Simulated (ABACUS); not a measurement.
## Geometry relaxation, with input and output: BN (part 2 of 2)

The same run, continued: BN (F-43m, 2 atoms in the cell); Kohn-Sham DFT of a periodic cell, SCAN, SG15 ONCV 1.2 PBE, no spin polarisation (ABACUS 3.10.1); cutoff 1319.75 eV, 8×8×8 k-mesh, fermi-dirac of 0.05 eV. The structure derives from a Materials Project entry.

Geometry of the input (Å; fractional positions):
```
0.0000  1.8130  1.8130
1.8130  0.0000  1.8130
1.8130  1.8130  0.0000
N  0.7500  0.7500  0.7500
B  0.0000  0.0000  0.0000
```

Output, continued:
```
 SETUP K-POINTS
                                    nspin = 1
                   Input type of k points = Monkhorst-Pack(Gamma)
                                   nkstot = 512
                       right hand lattice = 1
(for reciprocal lattice: )
                             BRAVAIS TYPE = 2
                     BRAVAIS LATTICE NAME = 02. Cubic I (body-centered)
                                    ibrav = 2
                       right hand lattice = 1
(for k-lattice: )
                             BRAVAIS TYPE = 2
                     BRAVAIS LATTICE NAME = 02. Cubic I (body-centered)
                                    ibrav = 2
                       right hand lattice = 1
                        ROTATION MATRICES = 48
                               nkstot_ibz = 29
K-POINTS REDUCTION ACCORDING TO SYMMETRY
     IBZ    DIRECT_X    DIRECT_Y    DIRECT_Z  WEIGHT  ibz2bz
       1  0.00000000  0.00000000  0.00000000  0.0020       0
       2  0.12500000  0.12500000  0.12500000  0.0156       1
       3  0.25000000  0.25000000  0.25000000  0.0156       2
       4  0.37500000  0.37500000  0.37500000  0.0156       3
       5  0.50000000  0.50000000  0.50000000  0.0078       4
       6  0.12500000  0.12500000  0.00000000  0.0117       9
       7  0.25000000  0.25000000  0.12500000  0.0469      10
       8  0.37500000  0.37500000  0.25000000  0.0469      11
       9  0.50000000  0.50000000  0.37500000  0.0469      12
      10  0.50000000  0.37500000  0.37500000  0.0469      13
      11  0.37500000  0.25000000  0.25000000  0.0469      14
      12  0.12500000  0.12500000  0.25000000  0.0234      15
      13  0.25000000  0.25000000  0.00000000  0.0117      18
      14  0.37500000  0.37500000  0.12500000  0.0469      19
      15  0.50000000  0.50000000  0.25000000  0.0469      20
      16 -0.37500000  0.37500000  0.37500000  0.0469      21
      17  0.50000000  0.25000000  0.25000000  0.0234      22
      18  0.37500000  0.37500000  0.00000000  0.0117      27
      19  0.50000000  0.50000000  0.12500000  0.0469      28
      20 -0.25000000  0.37500000  0.37500000  0.0234      29
      21  0.50000000  0.50000000  0.00000000  0.0059      36
      22  0.37500000  0.25000000  0.12500000  0.0469      83
      23  0.50000000  0.37500000  0.25000000  0.0938      84
      24  0.50000000  0.37500000 -0.37500000  0.0469      85
      25  0.50000000  0.37500000  0.12500000  0.0469      92
      26  0.50000000  0.37500000 -0.25000000  0.0938      93
      27 -0.37500000  0.37500000  0.25000000  0.0469      94
      28 -0.12500000  0.50000000  0.37500000  0.0234     101
      29  0.50000000  0.25000000 -0.25000000  0.0117     166

                               nkstot now = 29
[... K-POINTS DIRECT COORDINATES: 29 rows ...]

           k-point number in this process = 8
       minimum distributed K point number = 7
[... stars of the k points ...]

[... K-POINTS CARTESIAN COORDINATES: 8 rows ...]

[... K-POINTS DIRECT COORDINATES: 8 rows ...]

 SETUP PLANE WAVES FOR WAVE FUNCTIONS
     energy cutoff for wavefunc (unit:Ry) = 97
              fft grid for wave functions = [ 32, 32, 32 ]
                    number of plane waves = 1639
                         number of sticks = 187

 PARALLEL PW FOR WAVE FUNCTIONS
     PROC   COLUMNS(POT)             PW
        1            187           1639
 --------------- sum -------------------
        1            187           1639

 SETUP NONLOCAL PSEUDOPOTENTIALS IN PLANE WAVE BASIS
 N non-local projectors:
 projector 1 L=0
 projector 2 L=0
 projector 3 L=1
 projector 4 L=1
 B non-local projectors:
 projector 1 L=0
 projector 2 L=0
 projector 3 L=1
 projector 4 L=1
      TOTAL NUMBER OF NONLOCAL PROJECTORS = 16

 Init Non-Local PseudoPotential table :
 Init Non-Local-Pseudopotential done.

                                     npwx = 1299

 -------------------------------------------
 SELF-CONSISTENT
 -------------------------------------------
                                 init_chg = atomic

 PW ALGORITHM --------------- ION=   1  ELEC=   1--------------------------------

 Density error is 0.202002157521
                          Error Threshold = 0.01
----------------------------------------------------------
     Energy           Rydberg                 eV
----------------------------------------------------------
 E_KohnSham     -25.6827511797       -349.4317563605
 E_Harris       -24.5285972462       -333.7286864951
 E_Fermi        0.9469288845         12.8836284297
----------------------------------------------------------

 PW ALGORITHM --------------- ION=   1  ELEC=   2--------------------------------

 Density error is 0.0349323013849
                          Error Threshold = 0.00252502696901
----------------------------------------------------------
     Energy           Rydberg                 eV
----------------------------------------------------------
 E_KohnSham     -25.7326084145       -350.1100988398
 E_Harris       -26.0254330291       -354.0941821132
 E_Fermi        0.9187041873         12.4996117243
----------------------------------------------------------

 PW ALGORITHM --------------- ION=   1  ELEC=   3--------------------------------

 Density error is 0.00190091946612
                          Error Threshold = 0.000436653767312
----------------------------------------------------------
     Energy           Rydberg                 eV
----------------------------------------------------------
 E_KohnSham     -25.7395227738       -350.2041735248
 E_Harris       -25.6709713496       -349.2714835498
 E_Fermi        1.0969482794         14.9247470108
----------------------------------------------------------

 PW ALGORITHM --------------- ION=   1  ELEC=   4--------------------------------

 Density error is 5.73555513106e-05
                          Error Threshold = 2.37614933265e-05
----------------------------------------------------------
     Energy           Rydberg                 eV
----------------------------------------------------------
 E_KohnSham     -25.7397316890       -350.2070159622
 E_Harris       -25.7275682429       -350.0415237872
 E_Fermi        1.1094500408         15.0948422014
----------------------------------------------------------

 PW ALGORITHM --------------- ION=   1  ELEC=   5--------------------------------

 Density error is 3.31375099434e-06
                          Error Threshold = 7.16944391382e-07
----------------------------------------------------------
     Energy           Rydberg                 eV
----------------------------------------------------------
 E_KohnSham     -25.7397456554       -350.2072059844
 E_Harris       -25.7424234586       -350.2436393664
 E_Fermi        1.1102553374         15.1057988234
----------------------------------------------------------

 PW ALGORITHM --------------- ION=   1  ELEC=   6--------------------------------

 Density error is 2.40889192784e-08
                          Error Threshold = 4.14218874293e-08
----------------------------------------------------------
     Energy           Rydberg                 eV
----------------------------------------------------------
 E_KohnSham     -25.7397463112       -350.2072149065
 E_Harris       -25.7401027236       -350.2120641465
 E_Fermi        1.1104244046         15.1080991014
----------------------------------------------------------

 PW ALGORITHM --------------- ION=   1  ELEC=   7--------------------------------

 Density error is 1.63838776024e-09
                          Error Threshold = 3.01111490981e-10
----------------------------------------------------------
     Energy           Rydberg                 eV
----------------------------------------------------------
 E_KohnSham     -25.7397463237       -350.2072150775
 E_KS(sigma->0) -25.7397463237       -350.2072150775
 E_Harris       -25.7396761059       -350.2062597141
 E_band         1.5912774330         21.6504401882
 E_one_elec     4.5102134494         61.3646021087
 E_Hartree      3.6164785631         49.2047151529
 E_xc           -7.4711758622        -101.6505624864
 E_Ewald        -26.3952624740       -359.1259698526
 E_entropy(-TS) -0.0000000000        -0.0000000001
 E_descf        0.0000000000         0.0000000000
 E_exx          0.0000000000         0.0000000000
 E_Fermi        1.1104034287         15.1078137087
----------------------------------------------------------

 charge density convergence is achieved
 final etot is -350.20721508 eV
 EFERMI = 15.107813709 eV

 STATE ENERGY(eV) AND OCCUPATIONS    NSPIN == 1
 1/8 kpoint (Cartesian) = 0.0000 0.0000 0.0000 (1243 pws)
       1       -10.4356     0.00390625
       2        11.0922     0.00390625
       3        11.0922     0.00390625
       4        11.0922     0.00390625
       5        20.6152    5.68771e-51
       6        20.6152    5.68771e-51
       7        20.6152    5.68771e-51
       8        21.9359    1.92120e-62

 2/8 kpoint (Cartesian) = 0.034650 0.034650 0.034650 (1279 pws)
       1       -10.0428      0.0312500
       2        9.09340      0.0312500
       3        10.6914      0.0312500
       4        10.6914      0.0312500
       5        20.9446    6.26827e-53
       6        21.2208    2.49877e-55
       7        21.2208    2.49877e-55
       8        23.2767    3.47327e-73

 3/8 kpoint (Cartesian) = 0.069299 0.069299 0.069299 (1293 pws)
       1       -8.90609      0.0312500
       2        5.28409      0.0312500
       3        9.90043      0.0312500
       4        9.90043      0.0312500
       5        21.3282    2.91745e-56
       6        22.2294    4.34321e-64
       7        22.2294    4.34321e-64
       8        25.5888        0.00000

 4/8 kpoint (Cartesian) = 0.10395 0.10395 0.10395 (1275 pws)
       1       -7.24677      0.0312500
       2        1.67975      0.0312500
       3        9.26781      0.0312500
       4        9.26781      0.0312500
       5        21.6314    6.78109e-59
       6        22.6132    2.01416e-67
       7        22.6132    2.01416e-67
       8        27.0772        0.00000

 5/8 kpoint (Cartesian) = 0.13860 0.13860 0.13860 (1260 pws)
       1       -6.14254      0.0156250
       2      -0.112867      0.0156250
       3        9.03754      0.0156250
       4        9.03754      0.0156250
       5        21.7435    3.60729e-60
       6        22.6158    9.56067e-68
       7        22.6158    9.56067e-68
       8        27.5398        0.00000

 6/8 kpoint (Cartesian) = 0.0000 0.0000 0.069299 (1299 pws)
       1       -9.91234      0.0234375
       2        9.72718      0.0234375
       3        9.92431      0.0234375
       4        9.92431      0.0234375
       5        19.8940    6.28125e-44
       6        22.2472    2.28117e-64
       7        22.2472    2.28117e-64
       8        23.2044    1.10513e-72

[... levels at 2 further k points ...]

------------------------------------------------------------------------------------------
 TOTAL-FORCE (eV/Angstrom)
------------------------------------------------------------------------------------------
                        N1         0.0000000000         0.0000000000         0.0000000000
                        B1         0.0000000000         0.0000000000         0.0000000000
------------------------------------------------------------------------------------------

----------------------------------------------------------------
 TOTAL-STRESS (KBAR)
----------------------------------------------------------------
         2.2589777004         0.0000000000        -0.0000000000
        -0.0000000000         2.2589777004        -0.0000000000
        -0.0000000000         0.0000000000         2.2589777004
----------------------------------------------------------------
 TOTAL-PRESSURE: 2.258978 KBAR

 --------------------------------------------
 !FINAL_ETOT_IS -350.2072150774971533 eV
 --------------------------------------------
```

File opt.log:
```
      Step          Energy          fmax
FIRE:    0     -350.204293        0.203789
FIRE:    1     -350.205389        0.161784
FIRE:    2     -350.206722        0.086028
FIRE:    3     -350.207215        0.008275
```

Standard output:
```
ABACUS v3.10.1

               Atomic-orbital Based Ab-initio Computation at UStc

 dft_functional readin is: scan
 dft_functional in pseudopot file is: PBE
 Please make sure this is what you need
 dft_functional readin is: scan
 dft_functional in pseudopot file is: PBE
 Please make sure this is what you need
 UNIFORM GRID DIM        : 32 * 32 * 32
 UNIFORM GRID DIM(BIG)   : 32 * 32 * 32
 ---------------------------------------------------------
 Self-consistent calculations for electrons
 ---------------------------------------------------------
 SPIN    KPOINTS         PROCESSORS  THREADS
 1       29              4           4
 ---------------------------------------------------------
 Use plane wave basis
 ---------------------------------------------------------
 ELEMENT NATOM       XC
 N       1
 B       1
 ---------------------------------------------------------
 Initial plane wave basis and FFT box
 ---------------------------------------------------------
 -------------------------------------------
 SELF-CONSISTENT :
 -------------------------------------------
 START CHARGE      : atomic
 ITER       ETOT/eV          EDIFF/eV         DRHO         DKIN     TIME/s
 DA1     -3.49431756e+02   0.00000000e+00   2.0200e-01   2.3340e-01   0.65
 DA2     -3.50110099e+02  -6.78342479e-01   3.4932e-02   1.5432e-01   0.31
 DA3     -3.50204174e+02  -9.40746851e-02   1.9009e-03   1.1074e-02   0.27
 DA4     -3.50207016e+02  -2.84243737e-03   5.7356e-05   2.8139e-03   0.32
 DA5     -3.50207206e+02  -1.90022212e-04   3.3138e-06   1.0415e-03   0.34
 DA6     -3.50207215e+02  -8.92205436e-06   2.4089e-08   1.2562e-04   0.31
 DA7     -3.50207215e+02  -1.71008472e-07   1.6384e-09   9.6955e-05   0.38
----------------------------------------------------------------
 TOTAL-STRESS (KBAR)
----------------------------------------------------------------
         2.2589777004         0.0000000000        -0.0000000000
        -0.0000000000         2.2589777004        -0.0000000000
        -0.0000000000         0.0000000000         2.2589777004
----------------------------------------------------------------
 TOTAL-PRESSURE: 2.258978 KBAR
```

Trajectory as extended XYZ (Å, eV, eV/Å), 4 frames, from step=0 to step=3:
```
2
Lattice="0.0000 1.8130 1.8130 1.8130 0.0000 1.8130 1.8130 1.8130 0.0000" Properties=species:S:1:pos:R:3:forces:R:3 step=0 energy=-350.20429 pressure_GPa=-5.48
N     2.7195    2.7195    2.7195    0.0000   0.0000   0.0000
B     0.0000    0.0000    0.0000    0.0000   0.0000   0.0000
2
Lattice="-0.0000 1.8112 1.8112 1.8112 -0.0000 1.8112 1.8112 1.8112 -0.0000" Properties=species:S:1:pos:R:3:forces:R:3 step=1 energy=-350.20539 pressure_GPa=-4.36
N     2.7167    2.7167    2.7167    0.0000   0.0000   0.0000
B     0.0000    0.0000    0.0000    0.0000   0.0000   0.0000
2
Lattice="-0.0000 1.8078 1.8078 1.8078 -0.0000 1.8078 1.8078 1.8078 -0.0000" Properties=species:S:1:pos:R:3:forces:R:3 step=2 energy=-350.20672 pressure_GPa=-2.33
N     2.7118    2.7118    2.7118    0.0000   0.0000   0.0000
B     0.0000    0.0000    0.0000    0.0000   0.0000   0.0000
2
Lattice="-0.0000 1.8038 1.8038 1.8038 -0.0000 1.8038 1.8038 1.8038 -0.0000" Properties=species:S:1:pos:R:3:forces:R:3 step=3 energy=-350.20722 pressure_GPa=0.23
N     2.7057    2.7057    2.7057    0.0000   0.0000   0.0000
B     0.0000    0.0000    0.0000    0.0000   0.0000   0.0000
```

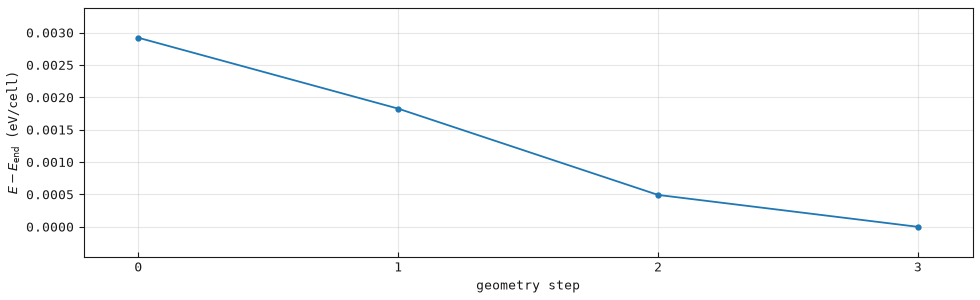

*Progress of the relaxation, step by step (steps are counted from 0).*

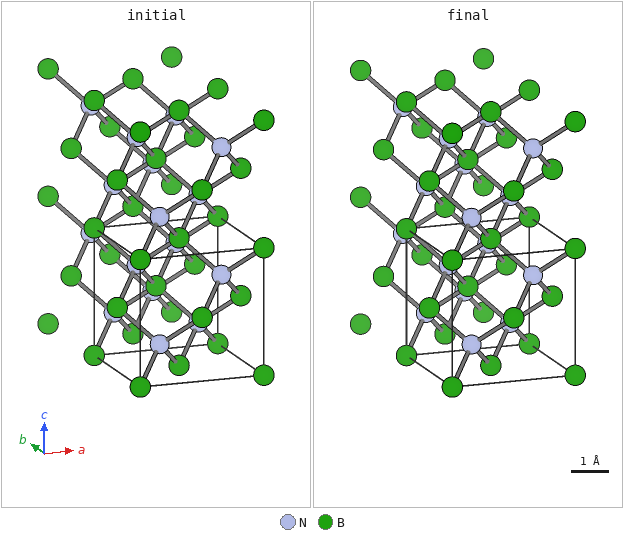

*Before (left) and after (right) the relaxation, at one scale (ball-and-stick view of the cell 4 times as large as that of the calculation, set on its symmetry axes, repeated 1 × 2 × 2, seen slightly off an axis).*

No atom moves by more than 0.005 Å relative to the cell. The volume changes by −1.5 %, with a = b = c 3.626 → 3.608 Å (−0.5 %). Among the contacts that change: N1–B2 1.570 → 1.562 Å. The space group stays F-43m (No. 216). Over 3 geometry steps the energy falls by 2.9 meV per cell of the calculation. All forces vanish by symmetry, so only the cell relaxes. The pressure goes from −5.48 to 0.23 GPa. (Atoms are counted from 1 in the order of the input.)

Key numbers:

| quantity | value |
| --- | --- |
| outcome | converged |
| space group (tolerance 0.01 Å) | F-43m (216) |
| electrons treated | 8 |
| free energy | −350.2072 eV |
| Fermi energy | 15.108 eV |
| gap on the k-point mesh | 4.97 eV |
| pressure | 0.23 GPa |
| final volume | 11.74 Å³ |
| largest force (length of the vector) at the end | under 0.001 eV/Å |
| final cell | a = 2.551 Å, b = 2.551 Å, c = 2.551 Å, α = 60.00°, β = 60.00°, γ = 60.00° |
| hardware | 4 threads of Intel Xeon (Sapphire Rapids), 64 GiB of memory available, shared host |
| wall time | 15 s (CPU time 56 s) |
| peak memory | 0.36 GiB |
